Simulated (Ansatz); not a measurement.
**SnO2: a changed input and its effect**

System: SnO2 (Fm-3m, 3 atoms in the cell).
Method of run 1: DFT, PBE, PAW with Ansatz's default frozen-core files, scalar-relativistic, no spin polarisation (Ansatz 0.2.0).

Its volume is 0.72 times that of the source entry. Text and figures count atoms from 1; the logs count them from 0 in places.

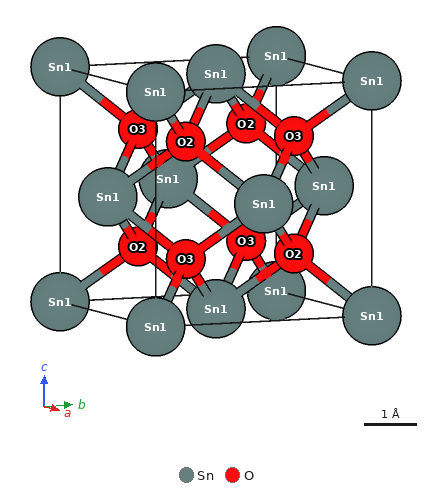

The structure as given in the input (ball-and-stick view of the cell 4 times as large as that of the calculation, set on its symmetry axes, seen slightly off an axis; atoms are numbered from 1 in the order of the input). Near neighbours in the crystal (not all of them lie inside the picture): Sn has 8 O at 2.00 Å; O has 4 Sn at 2.00 Å.

### Input, run 1
```yaml
crystal:
  lattice:
    - [0.0, 2.3048705067, 2.3048705067]
    - [2.3048705067, 0.0, 2.3048705067]
    - [2.3048705067, 2.3048705067, 0.0]
  atoms:
    - { symbol: Sn, position: [0.0, 0.0, 0.0] }
    - { symbol: O, position: [0.25, 0.25, 0.25] }
    - { symbol: O, position: [0.75, 0.75, 0.75] }
kpoints:
  mp_grid: { grid: [12, 12, 12] }
scf:
  occupations: { method: fermi_dirac, width: 0.08 }
hamiltonian:
  xc: pbe
  pseudopotentials: { kind: paw }
output:
  forces: true
  stress: true
  eigenvalues: true
  populations: true
```

Command:
```bash
ansatz run input.yaml --threads 1 --pin off --max-ram 3072MiB --backend cpu --events-out ev --progress --plain --runs-dir out
```

Hardware: 1 thread of Intel Xeon @ 2.50GHz (Skylake/Cascade Lake), 32 GiB of memory available, shared host.

### Output, shortened to warnings, some set-up lines, iterations and results (run 1)
```
Basis set: ecut = 420 eV, 531 PW (Γ), exchange–correlation on 48×48×48 points (8 copies of the dense FFT grid, shifted against one another)
Symmetry: 48 space group operations
k-points: 72 of 1728
Initial density: superposition of atomic densities (neutral atoms: chi_scale 0, normalization atom), corrected by the library's trained network
[...]
SCF iter   1: F=—  HF=-7155.313430 eV  |F-HF|=—  |Δ(HF+E_count)|=         —  Δρ=6.65e-3  dr2=1.10e-2  ethr=1.77e-3  ⟨swp⟩=5.4  Hψ=5852  notcnv=0
SCF iter   2: F=—  HF=-7155.308202 eV  |F-HF|=—  |Δ(HF+E_count)|=   5.23e-3  Δρ=2.64e-3  dr2=1.00e-3  ethr=4.24e-5  ⟨swp⟩=2.0  Hψ=2894  notcnv=0
SCF iter   3: F=—  HF=-7155.308205 eV  |F-HF|=—  |Δ(HF+E_count)|=   2.75e-6  Δρ=8.43e-4  dr2=8.05e-5  ethr=3.86e-6  ⟨swp⟩=2.0  Hψ=1653  notcnv=0
SCF iter   4: F=—  HF=-7155.308259 eV  |F-HF|=—  |Δ(HF+E_count)|=   5.43e-5  Δρ=3.02e-4  dr2=9.80e-6  ethr=3.10e-7  ⟨swp⟩=2.6  Hψ=1972  notcnv=0
SCF iter   5: F=-7155.308275 eV  HF=-7155.308275 eV  |F-HF|=3.35e-7  |Δ(HF+E_count)|=   1.54e-5  Δρ=3.56e-5  dr2=9.16e-8  ethr=3.77e-8  ⟨swp⟩=2.4  Hψ=2081  notcnv=0
SCF iter   6: F=-7155.308275 eV  HF=-7155.308275 eV  |F-HF|=6.68e-10  |Δ(HF+E_count)|=   3.64e-7  Δρ=2.00e-6  dr2=3.93e-10  ethr=3.52e-10  ⟨swp⟩=3.5  Hψ=5151  notcnv=0
SCF 1 converged in 6 iterations: F = -7155.308275 eV  dr2 = 3.93e-10
SCF converged after 6 iterations
Free energy (F): -7155.308275 eV
Harris-Foulkes:  -7155.308275 eV  (|F-HF|=6.68e-10)
Internal energy: -7155.308275 eV  (E = F + TS)
E sigma→0 (E₀):  -7155.308275 eV
Fermi energy:    19.653918 eV
--- Per-component energies (eV) ---
  E_band       = 127.508877
  E_kinetic    = 569.373078
  E_local      = -888.505688  (includes V_loc(G=0)·N_el)
  E_nonlocal   = 71.193203
  E_hartree    = 559.873127
  E_xc         = -533.823730
  E_vxc        = -290.884298  (∫ρ·V_xc dr)
  E_paw        = -4470.892201  (= ΣΔE_a)
  E_vpaw       = -453.418797  (= ΣTr[D̂ρ^β])
  E_aug_tail   = 0.005210  (compensation charges beyond the density's cutoff)
  E_ewald      = -2462.531273
  E_smearing   = -0.000000  (= −TS)
  E_closure    = -0.000000  (closes the sum)
  Σ components = -7155.308275   (vs F -7155.308275, Δ=0.00e0)
--- Forces (eV/Å), atoms counted from 1 ---
  atom   1  Sn    -0.00000000     0.00000000    -0.00000000
  atom   2  O     -0.00000000    -0.00000000     0.00000000
  atom   3  O     -0.00000000     0.00000000     0.00000000
  max |Σ_I F_I| component: 2.89e-18 eV/Å
--- Stress (GPa, compression-positive) ---
      133.907997       0.000000      -0.000000
        0.000000     133.907997       0.000000
        0.000000      -0.000000     133.907997
  P = ⅓ Tr σ = 133.9080 GPa (1339.080 kbar)
--- Löwdin populations: 3 sites ---
  site symbol       q [e]
     0     Sn     12.1286
     1      O      6.8576
     2      O      6.8576
  spilling = 0.006007 (of n_electrons = 26.000000)
```

The input of run 2 differs as follows (lines with − go, lines with + come):
```diff
-  pseudopotentials: { kind: paw }
+  pseudopotentials: { kind: all_electron, lapw: { basis_error: 0.001 } }
```

How does run 2 compare with run 1?

The total energies belong to different models, so their difference says nothing on which is more stable or more accurate. The pressure goes from 133.91 to 133.54 GPa. The SCF takes 7 iterations against 6. On the same kind of shared host run 2 took about 11 times as long. The two runs start from different initial densities, which also moves the count.

### Output, shortened to warnings, some set-up lines, iterations and results (run 2)
```
Basis set: ecut = 436.80261734164264 eV, 531 PW (Γ), exchange–correlation at level 2
Symmetry: 48 space group operations
k-points: 72 of 1728
Initial density: superposition of atomic densities (chi_scale 0.1, normalization cell, long waves kept (reshape's long-wave potential 0.00 eV rms))
[...]
SCF iter   1: F=—  HF=-172186.439228 eV  |F-HF|=—  |Δ(HF+E_count)|=         —  Δρ=1.67e-1  dr2=6.20e0  ethr=1.29e-2  ⟨swp⟩=2.0  Hψ=13961  notcnv=0
SCF iter   2: F=—  HF=-172182.716263 eV  |F-HF|=—  |Δ(HF+E_count)|=    3.72e0  Δρ=2.34e-2  dr2=5.90e-2  ethr=1.23e-4  ⟨swp⟩=2.0  Hψ=10723  notcnv=0
SCF iter   3: F=—  HF=-172182.438816 eV  |F-HF|=—  |Δ(HF+E_count)|=         —  Δρ=1.71e-2  dr2=6.45e-2  ethr=1.23e-4  ⟨swp⟩=3.0  Hψ=6804  notcnv=0
SCF iter   4: F=—  HF=-172182.435630 eV  |F-HF|=—  |Δ(HF+E_count)|=   3.19e-3  Δρ=2.63e-3  dr2=1.46e-3  ethr=1.23e-4  ⟨swp⟩=2.0  Hψ=6223  notcnv=0
SCF iter   5: F=—  HF=-172182.434509 eV  |F-HF|=—  |Δ(HF+E_count)|=   1.12e-3  Δρ=3.67e-4  dr2=2.37e-5  ethr=3.04e-6  ⟨swp⟩=2.2  Hψ=5994  notcnv=0
SCF iter   6: F=—  HF=-172182.434531 eV  |F-HF|=—  |Δ(HF+E_count)|=   2.16e-5  Δρ=1.04e-4  dr2=2.62e-6  ethr=4.93e-8  ⟨swp⟩=3.0  Hψ=6493  notcnv=0
SCF iter   7: F=-172182.434530 eV  HF=-172182.434530 eV  |F-HF|=2.35e-8  |Δ(HF+E_count)|=   1.28e-6  Δρ=1.85e-5  dr2=6.62e-8  ethr=5.46e-9  ⟨swp⟩=2.0  Hψ=5976  notcnv=0
SCF 1 converged in 7 iterations: F = -172182.434530 eV  dr2 = 6.62e-8
SCF converged after 7 iterations
Free energy (F): -172182.434530 eV
Harris-Foulkes:  -172182.434530 eV  (|F-HF|=2.35e-8)
Internal energy: -172182.434530 eV  (E = F + TS)
E sigma→0 (E₀):  -172182.434530 eV
Fermi energy:    23.005739 eV
--- Per-component energies (eV) ---
  E_band       = -6766.496494
  E_kinetic    = 180927.119361
  E_xc         = -4978.460154
  E_electrostatic = -348131.093737  (all electrons and nuclei)
  E_smearing   = -0.000000  (= −TS)
  E_closure    = 0.000000  (closes the sum)
  E_atoms      = -172167.417352  (free atoms, spherical and without spin; not in F)
  Σ components = -172182.434530   (vs F -172182.434530, Δ=0.00e0)
  Basis errors (estimates in eV, not in F): energy 4.1e-4 per atom: plane waves 3.7e-4 (2.1e-4 summed), levels above the bands 1.1e-82, relativity 1.4e-7, radial functions 4.6e-5, core shells 7.0e-7; eigenvalues (radial functions only) 3.9e-6; not estimated: angular momenta, meshes, grids; target …
--- Forces (eV/Å), atoms counted from 1 ---
  atom   1  Sn    -0.00000000    -0.00000000    -0.00000000
  atom   2  O      0.00000000    -0.00000000    -0.00000000
  atom   3  O      0.00000000     0.00000000    -0.00000000
  max |Σ_I F_I| component: 1.62e-17 eV/Å
--- Stress (GPa, compression-positive) ---
      133.540188       0.000000      -0.000000
        0.000000     133.540188      -0.000000
       -0.000000      -0.000000     133.540188
  P = ⅓ Tr σ = 133.5402 GPa (1335.402 kbar)
--- Löwdin populations: 3 sites ---
  site symbol       q [e]
     0     Sn     48.2080
     1      O      8.8305
     2      O      8.8305
  spilling = 0.001985 (of n_electrons = 66.000000)
```

### The two runs side by side

| quantity | run 1 | run 2 |
| --- | --- | --- |
| outcome | converged | converged |
| free energy per atom (eV) | −2385.1028 | −57394.1448 |
| gap on the mesh (eV) | 3.52 | 3.53 |
| pressure (GPa) | 133.91 | 133.54 |
| largest force (eV/Å) | 0.000 | 0.000 |
| SCF iterations | 6 | 7 |
| irreducible k-points | 72 | 72 |
| plane waves at Γ | 531 | 531 |
| wall time (shared host) | 2.4 s | 26 s |

For both runs: The cell is under a pressure of 134 GPa at this level, so it is not at its equilibrium volume.
